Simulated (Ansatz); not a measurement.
# Calculations on Al3Cu

**1. Relaxation**

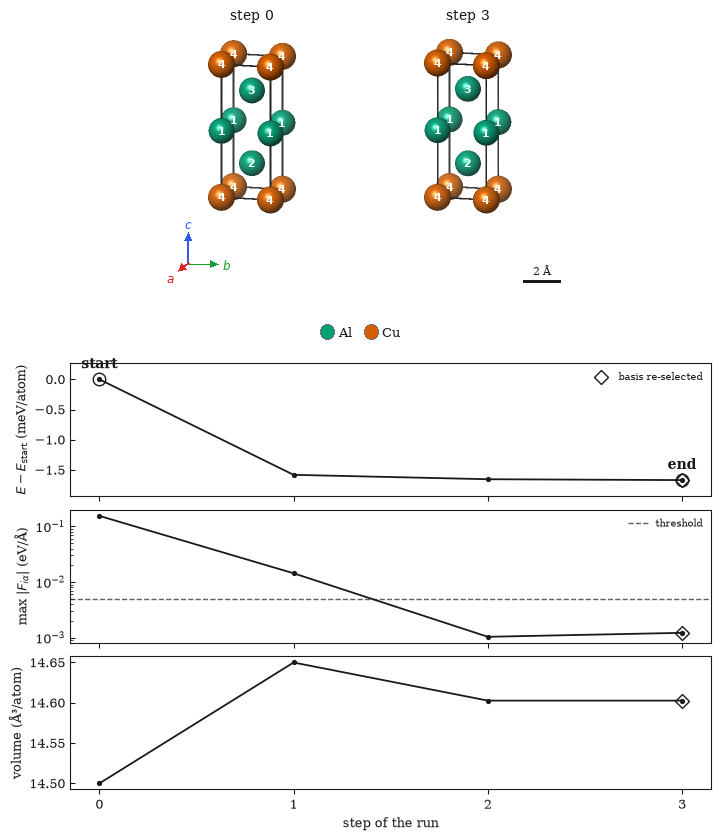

First and last geometry of a relaxation of solid Al3Cu (set up in P4/mmm), with the history of the run. A spheres-only model of the cell of the calculation, seen slightly off an axis.

All numbers below come from DFT r2SCAN, scalar-relativistic, plane waves, PAW in Ansatz. Settings: plane-wave cutoff 500 eV; k-point mesh 16 × 16 × 6; occupations gaussian; smearing width 0.1 eV; no spin polarisation; cell and atoms relaxed; force threshold 0.005 eV/Å; at most 80 steps.

Read the history and describe the run.

It converged. The largest moves relative to the cell, 0.026 Å, are those of Al2 and Al3. Al3 goes along +c. Cu stays in place. The drawn cell changes as follows: a = b 2.778 → 2.774 Å (−0.2 %), c 7.513 → 7.592 Å (+1.0 %); the volume changes by +0.7 %. Among the contacts that change: Al1–Al2 2.845 → 2.878 Å, Al2–Cu4 2.597 → 2.589 Å, Al1–Al1 2.778 → 2.774 Å, Cu4–Cu4 2.778 → 2.774 Å. The space group stays P4/mmm (No. 123). After 2 accepted moves (3 points after the start) the energy has fallen by 1.7 meV per atom. The largest force component goes from 0.15 to 0.0012 eV/Å. Pressure: 0.49 GPa at the start and −0.02 GPa at the end. The SCF was repeated once at an unchanged geometry on a basis and grid sized afresh for the cell, which shifted the energy by less than 0.05 meV per atom at most. The run took 3.5 min on 1 thread of AMD EPYC (Zen 3) (shared host), peak memory 0.68 GiB.

| step | E − E(0), meV/atom | largest force component, eV/Å | pressure, GPa | volume, Å³/atom | note |
| --- | --- | --- | --- | --- | --- |
| 0 | 0.00 | 0.1544 | 0.49 | 14.500 |  |
| 1 | -1.58 | 0.0144 | -0.38 | 14.650 |  |
| 2 | -1.65 | 0.0010 | -0.02 | 14.603 |  |
| 3 | -1.67 | 0.0012 | -0.02 | 14.603 | same geometry, new basis |

**2. A change**

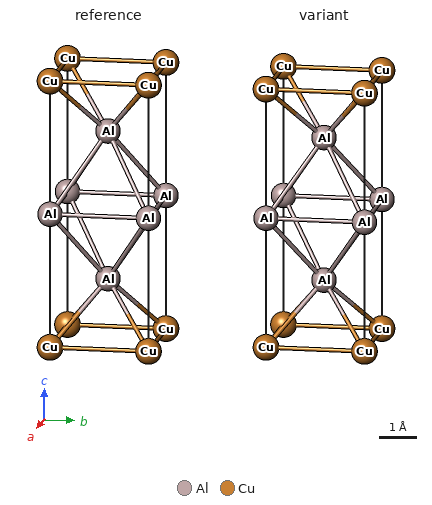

Left: a crystal of Al3Cu (set up in P4/mmm). Right: the same structure after one change, at the same scale. A ball-and-stick model of the cell of the calculation, seen slightly off an axis.

Level of theory: Ansatz, DFT r2SCAN, scalar-relativistic, plane waves, PAW. (plane-wave cutoff 500 eV; k-point mesh 18 × 18 × 8; occupations gaussian; smearing width 0.1 eV; no spin polarisation)

### Which change leads from the left to the right?

Strain along c alone, −3.0 %, is applied. The other axes are held and the atoms relaxed.

### What does the change do?

Energy change: +8.9 meV per atom. Pressure: 0.0 GPa before, 3.4 GPa after. The principal stresses (compression positive) are 6.4 GPa along c and 1.9 GPa across it. Cell: a = b unchanged at 2.774 Å, c 7.592 → 7.364 Å (−3.0 %). Volume −3.0 %. The largest moves relative to the cell, 0.009 Å, are those of Al atoms. Cu stays in place. Near-neighbour distances before and after: Al–Al 2.878 → 2.825 Å, Al–Cu 2.589 → 2.562 Å. The space group stays P4/mmm (No. 123).

**3. Series**

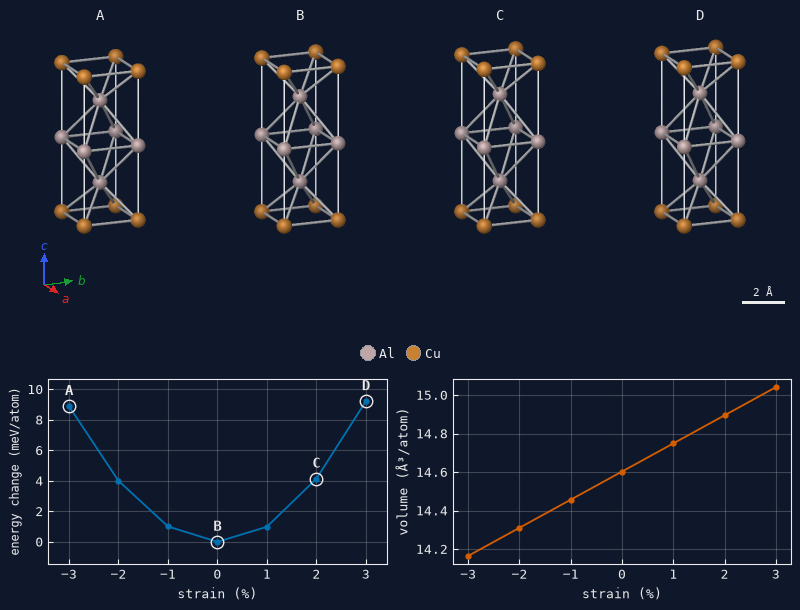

Members of a series of calculations on crystalline Al$_{3}$Cu (set up in P4/mmm), marked on the first curve. Style: ball-and-stick. Shown: the cell of the calculation, slightly off an axis.

Theory: Ansatz, DFT r2SCAN, scalar-relativistic, plane waves, PAW. (plane-wave cutoff 500 eV; k-point mesh 18 × 18 × 8; occupations gaussian; smearing width 0.1 eV; no spin polarisation)

### Which kind of strain is it, and how does the structure respond?

Strain along c alone, the other axes held, atoms relaxed. A (strain −3.0 %): energy change 8.9 meV/atom, volume 14.16 Å³ per atom. B (strain 0.0 %): energy change 0.0 meV/atom, volume 14.60 Å³ per atom. C (strain 2.0 %): energy change 4.1 meV/atom, volume 14.89 Å³ per atom. D (strain 3.0 %): energy change 9.2 meV/atom, volume 15.04 Å³ per atom. The rest compares A with D. The drawn cell changes as follows: a = b unchanged at 2.774 Å, c 7.364 → 7.820 Å (+6.2 %); the volume changes by +6.2 %. Near-neighbour distances before and after: Al–Al 2.825 → 2.920 Å, Al–Cu 2.562 → 2.626 Å.
